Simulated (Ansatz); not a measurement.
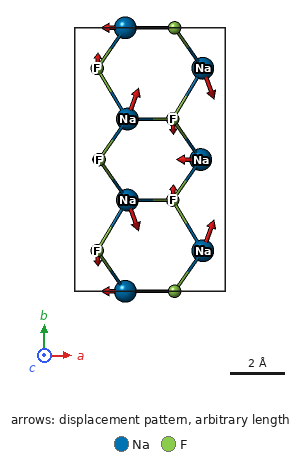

One vibrational mode of crystalline NaF (a generated structure) at the zone centre. The red arrows give the relative displacements of the atoms. Style: ball-and-stick. Shown: the conventional cell (2 times the calculation's cell), along the c axis. Lengths and directions refer to the drawn axes.

These are results of DFT PBE, scalar-relativistic, plane waves, PAW (Ansatz 0.2.0), not measurements.

Input
```yaml
crystal:
  lattice:
    - [3.2015596658, -4.9154694372, -0.0031758204]
    - [3.2015596658, 4.9154694372, -0.0031758204]
    - [-1.4516592512, 0.0, 2.6855963111]
  atoms:
    - { symbol: Na, position: [0.3034934607, 0.9959686433, 0.3996525752] }
    - { symbol: Na, position: [0.6639692164, 0.6639692164, 0.9140552856] }
    - { symbol: Na, position: [0.9959686433, 0.3034934607, 0.3996525752] }
    - { symbol: F, position: [0.6958263734, 0.0036722765, 0.5998748942] }
    - { symbol: F, position: [0.3368310297, 0.3368310297, 0.0867837757] }
    - { symbol: F, position: [0.0036722765, 0.6958263734, 0.5998748942] }
basis:
  ecutwfc: 420
kpoints:
  mp_grid: { grid: [6, 6, 8] }
hamiltonian:
  xc: pbe
scf:
  occupations: { method: fixed }
output:
  eigenvalues: true
phonons:
  method: dfpt
  dielectric: true
  rigid_motions: translations
  eigenvectors: true
  qmesh: [2, 2, 4]
  temperatures: { t_max: 1000, t_step: 100 }
  qpath:
    path:
      - [[0.0, 0.0, 0.0], [0.0, 0.0, -0.5], [-0.25061648, 0.25061648, -0.5]]
      - [[0.25061648, 0.74938352, -0.5], [0.5, 0.5, -0.5], [0.0, 0.0, 0.0], [-0.5, 0.5, 0.0]]
      - [[0.0, 0.5, -0.5], [0.0, 0.0, 0.0], [0.0, 0.5, 0.0]]
    npoints: 8
```

Launched with:
```bash
ansatz run input.yaml --threads 4 --pin off --max-ram 8192MiB --backend cpu --events-out ev --progress --plain --runs-dir out
```

Frequencies are those without the non-analytic (LO–TO) term.

### What mode is this, and where does it lie in the spectrum?

This is the A′ mode at 232 cm⁻¹, optical level 10 of 15, counted from below, infrared- and Raman-active by symmetry. The kinetic energy is shared as Na 88 %, F 12 %. Its infrared intensity is 0.0016 (D/Å)²/amu.
